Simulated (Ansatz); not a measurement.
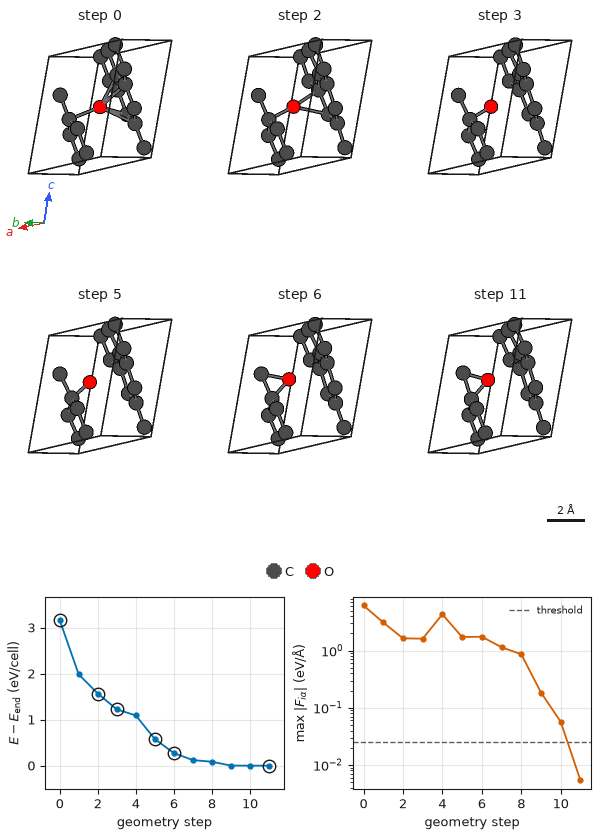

Frames of a relaxation of a defect cell of composition C$_{18}$O, marked on the history of the run. Style: ball-and-stick. Shown: the cell of the calculation (origin shifted), from a free direction.

Case: O interstitial, charge +0, atoms relaxed at the host's cell.

The calculation used DFT PBE+D3(BJ), scalar-relativistic, plane waves, PAW (Ansatz 0.2.0). Settings: plane-wave cutoff 420 eV; k-point mesh 4 × 4 × 4; occupations gaussian; smearing width 0.01 eV; mesh shifted by (0.5, 0.5, 0.5); no spin polarisation; atoms relaxed in a fixed cell; force threshold 0.025 eV/Å; at most 45 steps.

Q: Describe the path.

A: The energy falls by 3.165 eV per cell of the calculation in 11 geometry steps. Largest force component: 6.2 eV/Å at the start, 0.0054 eV/Å at the end. The O atom moves most: 0.78 Å roughly along [1 2 1]. By element the largest moves are O 0.78 Å, C 0.18 Å. The cell doesn't change. Some distances before and after: C–O 2.330 → 1.426 Å, C–O 1.969 → 2.787 Å, C–O 2.125 → 2.924 Å, C–O 1.903 → 2.506 Å. New bonds form, among them: C–O (2.33 → 1.43 Å). Among the angles between lasting bonds that change: C–C–C 120.0° → 116.8°, C–C–C 120.0° → 122.6°. The run took 2 min on 4 threads of AMD EPYC 7R43 64-Core Processor (Zen 3), with other jobs on the host, peak memory 0.67 GiB. From step 0 to 2: the O atom moves most (0.38 Å), energy −1.597 eV per cell of the calculation. From step 2 to 3: the O atom moves most (0.14 Å), energy −0.344 eV per cell of the calculation. From step 3 to 5: the O atom moves most (0.35 Å), energy −0.646 eV per cell of the calculation. From step 5 to 6: the O atom moves most (0.20 Å), energy −0.304 eV per cell of the calculation. From step 6 to 11: a C atom moves most (0.12 Å), energy −0.275 eV per cell of the calculation.

```tsv
step	E − E(0), meV/atom	largest force component, eV/Å
0	0.00	6.1669
1	-62.12	3.1125
2	-84.04	1.6444
3	-102.12	1.6184
4	-109.13	4.3196
5	-136.10	1.7298
6	-152.09	1.7534
7	-160.18	1.1469
8	-162.06	0.8650
9	-166.45	0.1849
10	-166.55	0.0570
11	-166.55	0.0054
```

Limits of the set-up: the periodic images lie only 5.1 Å apart, so the values are limited by the cell's size.
